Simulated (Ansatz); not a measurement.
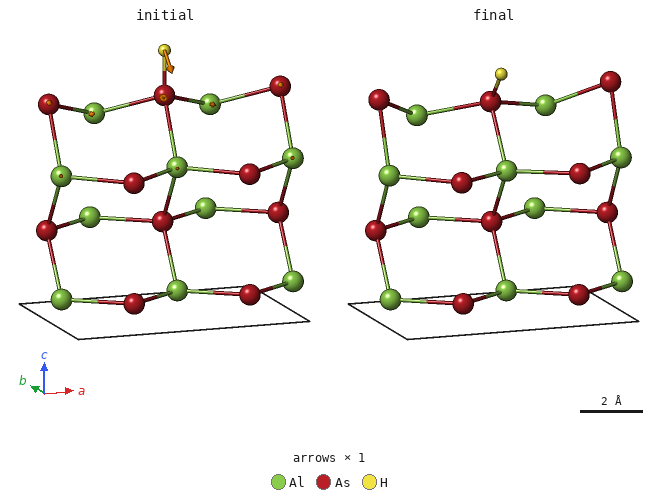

The structure of a slab of composition Al₈As₈H (cut from the F-43m phase) before (left) and after (right) a constrained relaxation, at one scale. The orange arrows give the displacements, at their true length.

Style: ball-and-stick. Shown: the cell of the calculation, outlined in the plane, without the vacuum (origin shifted), slightly off an axis.

Case: H put at a top As site. The slab is the (1 1 0) face of AlAs with H on it. 8 atoms are held fixed.

All numbers below come from DFT PBE+D3(BJ), scalar-relativistic, plane waves, PAW (Ansatz 0.2.0).

Input file:
```yaml
crystal:
  lattice:
    - [8.0103882425, 0.0, 0.0]
    - [0.0, 5.6641998462, 0.0]
    - [0.0, 0.0, 25.0077911819]
  atoms:
    - { symbol: Al, position: [0.25, 0.5, 0.339894073] }
    - { symbol: Al, position: [0.75, 0.5, 0.339894073] }
    - { symbol: As, position: [0.5, 0.25, 0.339894073] }
    - { symbol: As, position: [0.0, 0.25, 0.339894073] }
    - { symbol: Al, position: [0.5, 0.0, 0.419972999] }
    - { symbol: Al, position: [0.0, 0.0, 0.419972999] }
    - { symbol: As, position: [0.75, 0.75, 0.419972999] }
    - { symbol: As, position: [0.25, 0.75, 0.419972999] }
    - { symbol: Al, position: [0.75, 0.5026793545, 0.5040166171] }
    - { symbol: Al, position: [0.25, 0.5026793545, 0.5040166171] }
    - { symbol: As, position: [0.0, 0.2538553376, 0.500533206] }
    - { symbol: As, position: [0.5, 0.2538553376, 0.500533206] }
    - { symbol: Al, position: [0.0, -0.0737321271, 0.5619772571] }
    - { symbol: Al, position: [0.5, -0.0737321271, 0.5619772571] }
    - { symbol: As, position: [0.25, 0.7170807001, 0.5897094335] }
    - { symbol: As, position: [0.75, 0.7170807001, 0.5897094335] }
    - { symbol: H, position: [0.75, 0.7170807001, 0.6496907404], spin: 1.0 }
basis:
  ecutwfc: 420
kpoints:
  mp_grid: { grid: [4, 5, 1] }
hamiltonian:
  xc: pbe
  dispersion: d3bj
scf:
  occupations: { method: gaussian, width: 0.05 }
output:
  forces: true
  eigenvalues: true
  populations: true
  write_density: true
  write_potential: true
  elf: true
  volumetric_format: npy
magnetization:
  spin_polarized: true
relax:
  adjacent_minimum: "off"
  f_tol: 0.03
  max_steps: 70
  constraints: [{ sites: [0, 1, 2, 3, 4, 5, 6, 7] }]
efield:
  axis: 3
  dipole_correction: true
  ramp_width: 0.04
```

Command:
```bash
ansatz run input.yaml --threads 4 --pin off --max-ram 10240MiB --backend cpu --events-out ev --progress --plain --runs-dir out
```

Question: What changed between the two?

Answer: After 8 accepted moves (9 points after the start) the energy has fallen by 0.546 eV per cell of the calculation. Largest force component: 0.73 eV/Å at the start, 0.005 eV/Å at the end. The line search rejected the trial step at point 6 of the run. The atom that moves furthest is H17 (0.98 Å at 49° to the normal (−c side)). Largest moves by element: H 0.98 Å, As 0.38 Å, Al 0.23 Å. The cell doesn't change. Near-neighbour distances that change, for instance: As7–Al9 2.526 → 2.463 Å, Al10–As15 2.463 → 2.525 Å, As8–Al10 2.526 → 2.477 Å, Al13–As15 2.428 → 2.388 Å. Among the angles between lasting bonds that change: Al9–As16–H17 150.5° → 100.1°, Al13–As16–Al14 111.1° → 130.9°, Al13–As15–Al14 111.1° → 96.4°. Cost: 8.3 min on 4 threads of Intel(R) Xeon(R) 6975P-C (Granite Rapids), on a shared host, peak memory 3.1 GiB.

Limits of the set-up: the periodic images lie only 5.7 Å apart, so the values are limited by the cell's size.
